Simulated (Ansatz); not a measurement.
**MgO: geometry relaxation (part 1 of 2)**

The run: geometry relaxation of MgO (P6₃mc, 8 atoms in the cell). Method and program: DFT PBEsol, scalar-relativistic, plane waves, PAW, PAW set soft_1, no spin polarisation (Ansatz 0.2.0).

The structure derives from a Materials Project entry.

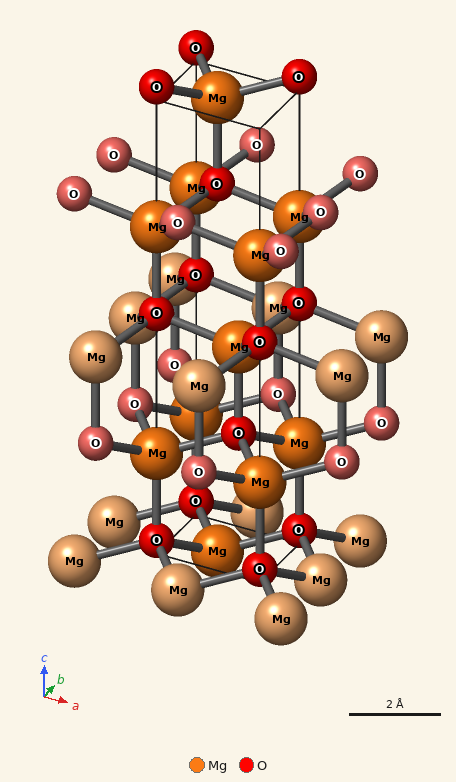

Figure 1. The starting structure (ball-and-stick view of the cell of the calculation, seen at an oblique angle; neighbours outside the cell are drawn fainter). An atom can appear more than once, as a periodic image.

**Key numbers**

```csv
quantity,value
outcome,converged
space group (tolerance 0.01 Å),P6₃mc (186)
electrons treated,64
free energy,−9902.4163 eV
Fermi energy,6.258 eV
gap on the k-point mesh,3.46 eV
pressure,0.01 GPa
final volume,95.60 Å³
largest force (length of the vector) at the end,0.001 eV/Å
final cell,"a = 3.255 Å, b = 3.255 Å, c = 10.416 Å, α = 90.00°, β = 90.00°, γ = 120.00°"
hardware,"2 threads of Arm Neoverse N1, 98 GiB of memory available, shared host"
wall time,64 s (CPU time 2.1 min)
peak memory,0.43 GiB
```

**Remarks**

Warnings of the run: the PAW datasets were made with another functional.

**Input**
```yaml
crystal:
  lattice:
    - [3.2505941898, 0.0, 0.0]
    - [-1.6252970949, 2.8150971457, 0.0]
    - [0.0, 0.0, 10.3863377325]
  atoms:
    - { symbol: Mg, position: [0.33333333, 0.66666667, 0.96966238] }
    - { symbol: Mg, position: [0.0, 0.0, 0.22100231] }
    - { symbol: Mg, position: [0.0, 0.0, 0.72100231] }
    - { symbol: Mg, position: [0.66666667, 0.33333333, 0.46966238] }
    - { symbol: O, position: [0.33333333, 0.66666667, 0.77984015] }
    - { symbol: O, position: [0.0, 0.0, 0.52949334] }
    - { symbol: O, position: [0.0, 0.0, 0.02949334] }
    - { symbol: O, position: [0.66666667, 0.33333333, 0.27984015] }
basis:
  ecutwfc: 520.0
kpoints:
  mp_grid: { grid: [9, 9, 4] }
hamiltonian:
  xc: pbesol
  pseudopotentials: { kind: paw, azcp: { folder: soft_1 } }
scf:
  occupations: { method: gaussian, width: 0.02 }
output:
  forces: true
  stress: true
  eigenvalues: true
  write_density: true
  write_potential: true
  elf: true
  volumetric_format: npy
relax:
  adjacent_minimum: "off"
  f_tol: 0.005
  max_steps: 80
  cell: { stress_tol: 0.05 }
```

Launch command:
```bash
ansatz run input.yaml --threads 2 --pin off --max-ram 4096MiB --backend cpu --events-out ev --progress --plain --runs-dir out
```

**The program's output**
```
Warning: [file] the record states the generating functional pbe (its physics header spells it `PBE`), which answers neither for hamiltonian.xc's functional nor for the pbesol family's — results may be inconsistent (PPs are generated against a specific XC)
Warning: [file] the record states the generating functional pbe (its physics header spells it `PBE`), which answers neither for hamiltonian.xc's functional nor for the pbesol family's — results may be inconsistent (PPs are generated against a specific XC)
Engine: ansatz 0.2.0, aarch64-unknown-linux-gnu
Pseudopotentials: kind: paw
Pseudopotential: Mg, paw, valence charge 10, recommended cutoff 420 eV (normal), [file]
Pseudopotential: O, paw, valence charge 6, recommended cutoff 420 eV (normal), [file]
Functional definition: PBEsol
  exchange = pbesol_x
  correlation = pbesol_c
Crystal: 8 atoms, lattice volume = 95.043 Å³
Basis set: ecut = 520 eV, 2499 PW (Γ), exchange–correlation on 50×50×160 points (8 copies of the dense FFT grid, shifted against one another)
Bands: 40, of which v1, the nominal top of the filled ones, is band 32 counted from 1 (31 counted from 0)
Symmetry: 12 space group operations
Space group: P63mc (ITA 186), of the structure as read, at distance tolerance 4.6e-5 Å
k-points: 36 of 324 (time reversal used)
Non-local potential: Mg, projectors of the file, l = 0: 3, l = 1: 2, l = 2: 1
Non-local potential: O, projectors of the file, l = 0: 2, l = 1: 2, l = 2: 1
PAW form: soft (Blöchl's): semilocal exchange-correlation on the pseudo side does not see the compensation charge
PAW frozen core: Mg, regenerated for the run's functional, and the local potential with it (the file was generated under x = pbe(κ = 0.804, μ = 0.2195149727645171), c = pbe(β = 0.06672455060314922))
PAW frozen core: O, regenerated for the run's functional, and the local potential with it (the file was generated under x = pbe(κ = 0.804, μ = 0.2195149727645171), c = pbe(β = 0.06672455060314922))
PAW one-centre angular grid: Mg, 110 points (default); XC on 64 Gauss nodes
PAW one-centre angular grid: O, 110 points (default); XC on 64 Gauss nodes
Initial density: superposition of atomic densities (chi_scale 0.1, normalization cell, long waves kept (reshape's long-wave potential 0.00 eV rms))
Initial wavefunctions: pseudopotential atomic-orbital guess
Functional: x = pbesol(κ = 0.804, μ = 0.12345679012345678), c = pbesol(β = 0.046)
SCF iter   1: F=—  HF=-9903.073026 eV  |F-HF|=—  |Δ(HF+E_count)|=         —  Δρ=6.75e-2  dr2=3.38e0  ethr=3.10e-3  ⟨swp⟩=6.4  Hψ=6437  notcnv=0
preconditioner: auto → Resta (q_TF=auto, 2.554 Å⁻¹)  ε∞=3.3  [insulator: Δε(μ)=3.638 eV  Ē_g=14.176 eV  σ=0.020 eV  W_gap=1.00  n_scr=38 (ndim 8)  ℏωp=21.5 eV  f_vac=0.000  D(μ)=0.00/eV (n_scr^D=0)  ε∞_Penn≈3.3]
SCF iter   2: F=—  HF=-9902.509773 eV  |F-HF|=—  |Δ(HF+E_count)|=   5.63e-1  Δρ=3.55e-2  dr2=1.16e0  ethr=3.10e-3  ⟨swp⟩=2.5  Hψ=2716  notcnv=0  defer=134
SCF iter   3: F=—  HF=-9902.409364 eV  |F-HF|=—  |Δ(HF+E_count)|=   1.00e-1  Δρ=5.81e-3  dr2=4.15e-2  ethr=1.82e-3  ⟨swp⟩=2.8  Hψ=2437  notcnv=0  defer=134
SCF iter   4: F=—  HF=-9902.413471 eV  |F-HF|=—  |Δ(HF+E_count)|=   4.11e-3  Δρ=1.29e-3  dr2=1.29e-3  ethr=6.48e-5  ⟨swp⟩=3.0  Hψ=2553  notcnv=0  defer=134
SCF iter   5: F=—  HF=-9902.414976 eV  |F-HF|=—  |Δ(HF+E_count)|=   1.50e-3  Δρ=2.84e-4  dr2=5.30e-5  ethr=2.01e-6  ⟨swp⟩=2.0  Hψ=1892  notcnv=0  defer=134
SCF iter   6: F=—  HF=-9902.415069 eV  |F-HF|=—  |Δ(HF+E_count)|=   9.29e-5  Δρ=6.31e-5  dr2=2.42e-6  ethr=8.29e-8  ⟨swp⟩=2.0  Hψ=2438  notcnv=0  defer=134
SCF iter   7: F=-9902.415073 eV  HF=-9902.415073 eV  |F-HF|=5.15e-8  |Δ(HF+E_count)|=   3.99e-6  Δρ=1.04e-5  dr2=9.69e-8  ethr=1.56e-10  ⟨swp⟩=12.7  Hψ=11114  notcnv=0
SCF 1 converged in 7 iterations: F = -9902.415073 eV  dr2 = 9.69e-8
  greatest PAW one-centre occupation: 1.000 electrons in one spin orbital (limit 2), on the Mg atom at site 3 (counted from 0), in its partial waves of l = 0
relax step   1: F+E_penalty+E_count = -9902.41507271 eV  Δ(F+E_penalty+E_count) = +0.000e0 eV  max|allowed force component| = 5.805e-3 eV/Å  Δτ_max = 0.0000 Å  P = +0.701 GPa  Ω = 95.043 Å³  (7 SCF iters, dr2 threshold 1.00e-7 eV, accepted)
Crystal: 8 atoms, lattice volume = 95.286 Å³
Basis set: ecut = 520 eV, 2523 PW (Γ), exchange–correlation on 50×50×160 points (8 copies of the dense FFT grid, shifted against one another)
Initial density: handed on by an earlier stage of this run
Initial wavefunctions: those handed on with the density
iter 1 solved again at ethr=1.50e-7 eV; its pass at ethr=3.10e-3 eV (dr2=9.58e-5 eV) is discarded
SCF iter   1: F=—  HF=-9902.415860 eV  |F-HF|=—  |Δ(HF+E_count)|=         —  Δρ=2.99e-4  dr2=7.71e-5  ethr=1.50e-7  ⟨swp⟩=2.0  Hψ=6140  notcnv=0
preconditioner: auto → Resta (q_TF=auto, 2.553 Å⁻¹)  ε∞=3.4  [insulator: Δε(μ)=3.475 eV  Ē_g=13.945 eV  σ=0.020 eV  W_gap=1.00  n_scr=38 (ndim 8)  ℏωp=21.5 eV  f_vac=0.017  D(μ)=0.00/eV (n_scr^D=0)  ε∞_Penn≈3.4]
SCF iter   2: F=—  HF=-9902.415915 eV  |F-HF|=—  |Δ(HF+E_count)|=   5.49e-5  Δρ=9.82e-5  dr2=7.43e-6  ethr=1.20e-7  ⟨swp⟩=2.0  Hψ=1923  notcnv=0
SCF iter   3: F=—  HF=-9902.415915 eV  |F-HF|=—  |Δ(HF+E_count)|=   6.12e-7  Δρ=5.45e-5  dr2=3.02e-6  ethr=1.25e-9  ⟨swp⟩=9.9  Hψ=10739  notcnv=0
SCF iter   4: F=-9902.415916 eV  HF=-9902.415916 eV  |F-HF|=3.20e-8  |Δ(HF+E_count)|=   6.20e-7  Δρ=9.19e-6  dr2=8.93e-8  ethr=1.25e-9  ⟨swp⟩=6.0  Hψ=9184  notcnv=0
SCF 2 converged in 4 iterations: F = -9902.415916 eV  dr2 = 8.93e-8
  greatest PAW one-centre occupation: 1.000 electrons in one spin orbital (limit 2), on the Mg atom at site 0 (counted from 0), in its partial waves of l = 0
relax step   2: F+E_penalty+E_count = -9902.41591586 eV  Δ(F+E_penalty+E_count) = -8.432e-4 eV  max|allowed force component| = 2.830e-3 eV/Å  Δτ_max = 0.0004 Å  P = +0.393 GPa  Ω = 95.286 Å³  energy of the carried Pulay correction = -1.130e-5 eV  (4 SCF iters, dr2 threshold 8.00e-7 eV, accepted)
Crystal: 8 atoms, lattice volume = 95.597 Å³
Basis set: ecut = 520 eV, 2535 PW (Γ), exchange–correlation on 50×50×160 points (8 copies of the dense FFT grid, shifted against one another)
iter 1 solved again at ethr=2.42e-7 eV; its pass at ethr=3.10e-3 eV (dr2=1.55e-4 eV) is discarded
SCF iter   1: F=—  HF=-9902.416241 eV  |F-HF|=—  |Δ(HF+E_count)|=         —  Δρ=3.73e-4  dr2=1.26e-4  ethr=2.42e-7  ⟨swp⟩=2.0  Hψ=6141  notcnv=0
preconditioner: auto → Resta (q_TF=auto, 2.552 Å⁻¹)  ε∞=3.4  [insulator: Δε(μ)=3.459 eV  Ē_g=13.922 eV  σ=0.020 eV  W_gap=1.00  n_scr=38 (ndim 8)  ℏωp=21.5 eV  f_vac=0.018  D(μ)=0.00/eV (n_scr^D=0)  ε∞_Penn≈3.4]
SCF iter   2: F=—  HF=-9902.416291 eV  |F-HF|=—  |Δ(HF+E_count)|=   4.95e-5  Δρ=1.23e-4  dr2=1.32e-5  ethr=1.96e-7  ⟨swp⟩=2.0  Hψ=1913  notcnv=0
SCF iter   3: F=—  HF=-9902.416292 eV  |F-HF|=—  |Δ(HF+E_count)|=   1.00e-6  Δρ=6.91e-5  dr2=5.35e-6  ethr=2.05e-8  ⟨swp⟩=1.9  Hψ=2473  notcnv=0
SCF iter   4: F=-9902.416293 eV  HF=-9902.416293 eV  |F-HF|=5.91e-8  |Δ(HF+E_count)|=   1.09e-6  Δρ=1.24e-5  dr2=1.64e-7  ethr=7.51e-10  ⟨swp⟩=6.0  Hψ=9225  notcnv=0
SCF 3 converged in 4 iterations: F = -9902.416293 eV  dr2 = 1.64e-7
relax step   3: F+E_penalty+E_count = -9902.41629288 eV  Δ(F+E_penalty+E_count) = -3.770e-4 eV  max|allowed force component| = 9.205e-4 eV/Å  Δτ_max = 0.0004 Å  P = +0.005 GPa  Ω = 95.597 Å³  energy of the carried Pulay correction = -2.567e-5 eV  (4 SCF iters, dr2 threshold 4.81e-7 eV, accepted)
Initial wavefunctions: pseudopotential atomic-orbital guess (no wavefunctions were taken with the density)
iter 1 solved again at ethr=8.76e-8 eV; its pass at ethr=3.10e-3 eV (dr2=5.61e-5 eV) is discarded
SCF iter   1: F=—  HF=-9902.416242 eV  |F-HF|=—  |Δ(HF+E_count)|=         —  Δρ=1.68e-5  dr2=1.65e-7  ethr=8.76e-8  ⟨swp⟩=3.1  Hψ=10198  notcnv=0
preconditioner: auto → Resta (q_TF=auto, 2.552 Å⁻¹)  ε∞=3.4  [insulator: Δε(μ)=3.462 eV  Ē_g=13.924 eV  σ=0.020 eV  W_gap=1.00  n_scr=38 (ndim 8)  ℏωp=21.5 eV  f_vac=0.017  D(μ)=0.00/eV (n_scr^D=0)  ε∞_Penn≈3.4]
SCF iter   2: F=—  HF=-9902.416318 eV  |F-HF|=—  |Δ(HF+E_count)|=   7.62e-5  Δρ=9.56e-6  dr2=7.64e-8  ethr=2.58e-10  ⟨swp⟩=2.0  Hψ=2593  notcnv=0
SCF iter   3: F=—  HF=-9902.416318 eV  |F-HF|=—  |Δ(HF+E_count)|=   2.07e-7  Δρ=5.72e-6  dr2=2.07e-8  ethr=1.19e-10  ⟨swp⟩=2.8  Hψ=2336  notcnv=0
SCF iter   4: F=—  HF=-9902.416318 eV  |F-HF|=—  |Δ(HF+E_count)|=   3.25e-9  Δρ=1.57e-6  dr2=8.35e-10  ethr=3.23e-11  ⟨swp⟩=2.0  Hψ=1909  notcnv=0
SCF iter   5: F=—  HF=-9902.416318 eV  |F-HF|=—  |Δ(HF+E_count)|=   3.47e-9  Δρ=5.58e-7  dr2=1.04e-10  ethr=1.30e-12  ⟨swp⟩=2.8  Hψ=2454  notcnv=0
SCF iter   6: F=-9902.416318 eV  HF=-9902.416318 eV  |F-HF|=2.73e-11  |Δ(HF+E_count)|=  4.97e-10  Δρ=2.85e-7  dr2=4.18e-11  ethr=1.00e-12  ⟨swp⟩=6.0  Hψ=6530  notcnv=0
SCF 4 converged in 6 iterations: F = -9902.416318 eV  dr2 = 4.18e-11
relax step   4: F+E_penalty+E_count = -9902.41631831 eV  Δ(F+E_penalty+E_count) = -2.543e-5 eV  max|allowed force component| = 8.997e-4 eV/Å  Δτ_max = 0.0000 Å  P = +0.006 GPa  Ω = 95.597 Å³  stress off target by 6.48e-3 GPa  SCF on the basis re-selected at this cell (its energy is not comparable with the rows above)  (6 SCF iters)
```

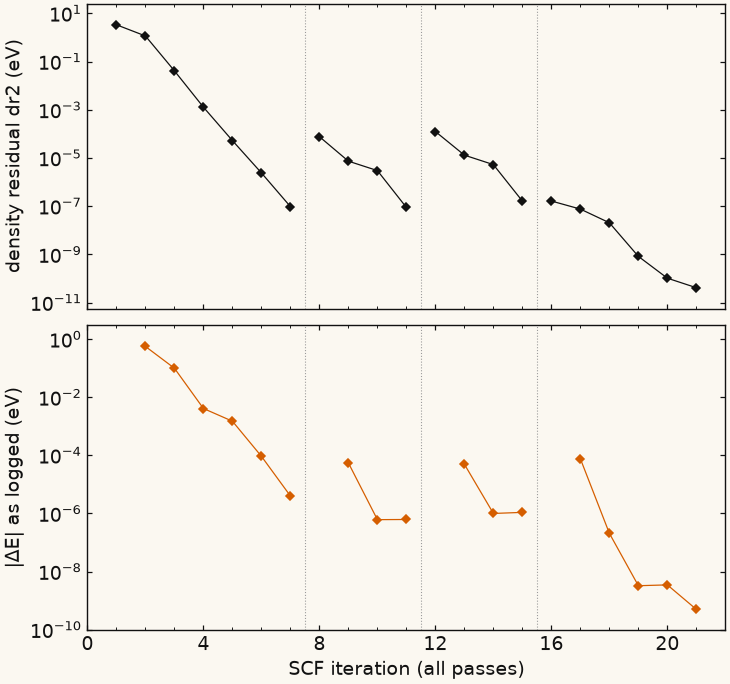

Figure 2. Convergence of the self-consistent field: density residual dr2 and size of the energy change against the SCF iteration. The dotted lines part the SCF passes of the relaxation: geometry steps, rejected trials and re-solves on a re-selected basis. The passes take 7, 4, 4 and 6 iterations.

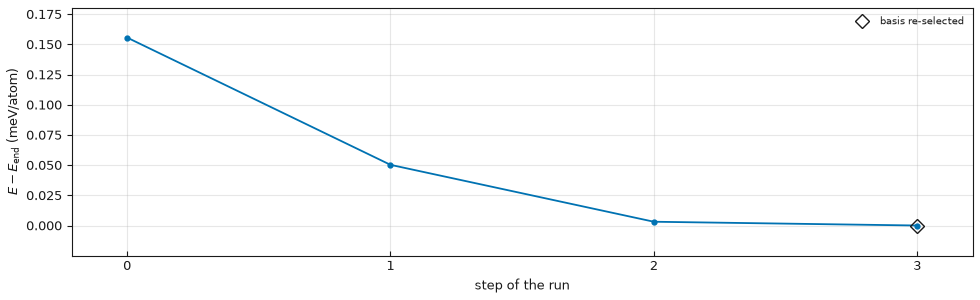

Figure 3. Progress of the relaxation, step by step (the first geometry is step 0 here and step 1 in the log). No atom moves by more than 0.005 Å relative to the cell. The volume changes by +0.6 %, with a = b 3.251 → 3.255 Å (+0.1 %), c 10.386 → 10.416 Å (+0.3 %). Among the contacts that change: Mg2–O7 1.989 → 1.994 Å, Mg1–O5 1.972 → 1.976 Å. The space group stays P6_3mc (No. 186). The energy falls by 0.2 meV per atom in 2 geometry steps. The largest force component goes from 0.0058 to 0.0009 eV/Å. Pressure: 0.70 GPa at the start and 0.01 GPa at the end. A last SCF at the same geometry on a re-selected plane-wave basis shifts the energy by next to nothing (0.0 meV per atom). (Atoms are counted from 1 in the order of the input.)
